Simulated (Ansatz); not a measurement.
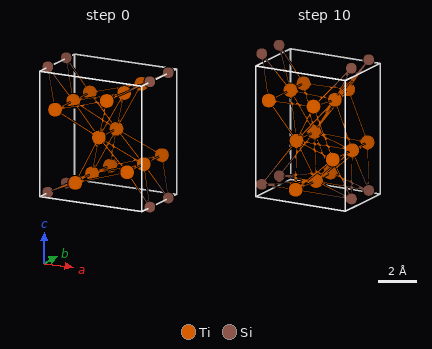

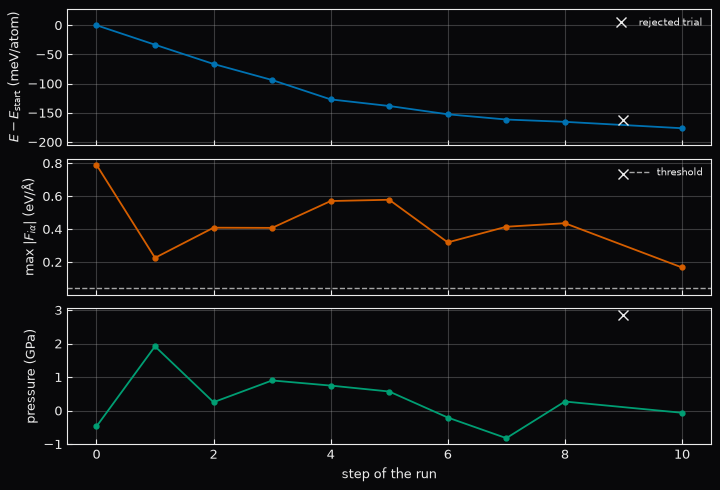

First and last geometry of a relaxation of crystalline Ti$_{5}$Si (a generated structure, set up in Pm) (coarse preliminary run), with the history of the run. A ball-and-stick model of the cell of the calculation, seen slightly off an axis.

Level of theory: DFT PBE, scalar-relativistic, plane waves, PAW in Ansatz. (plane-wave cutoff 420 eV; k-point mesh 4 × 4 × 4; occupations gaussian; smearing width 0.1 eV; no spin polarisation; cell and atoms relaxed; force threshold 0.04 eV/Å; at most 70 steps)

Question: What do the curves and the structures tell?

Answer: The run was cut off at its time limit before the relaxation converged, so the last structure is only a point on the way. A Ti atom moves most relative to the cell: 0.81 Å along [3 0 −1]. By element the largest moves are Ti 0.81 Å, Si 0.43 Å. Cell: a 5.765 → 5.068 Å (−12.1 %), b 5.537 → 5.542 Å (+0.1 %), c 6.756 → 7.043 Å (+4.2 %), β 94.6° → 95.6°. Volume −8.4 %. Among the contacts that change: Si–Ti 4.265 → 2.896 Å, Ti–Ti 4.118 → 2.791 Å, Ti–Ti 3.186 → 4.489 Å, Ti–Ti 4.057 → 2.870 Å. New bonds form: Ti–Ti (3.93 → 2.83 Å), Ti–Ti (3.95 → 3.00 Å), Ti–Ti (4.06 → 2.87 Å), Ti–Ti (4.12 → 2.79 Å). Bonds break: Ti–Ti (3.19 → 4.49 Å), Ti–Ti (3.20 → 4.38 Å). The space group stays Pm (No. 6). The energy falls by 176 meV per atom in 9 accepted moves (10 points after the start). The largest force component goes from 0.79 to 0.17 eV/Å. The pressure goes from −0.47 to −0.06 GPa. The line search rejected the trial step at point 9 of the run.
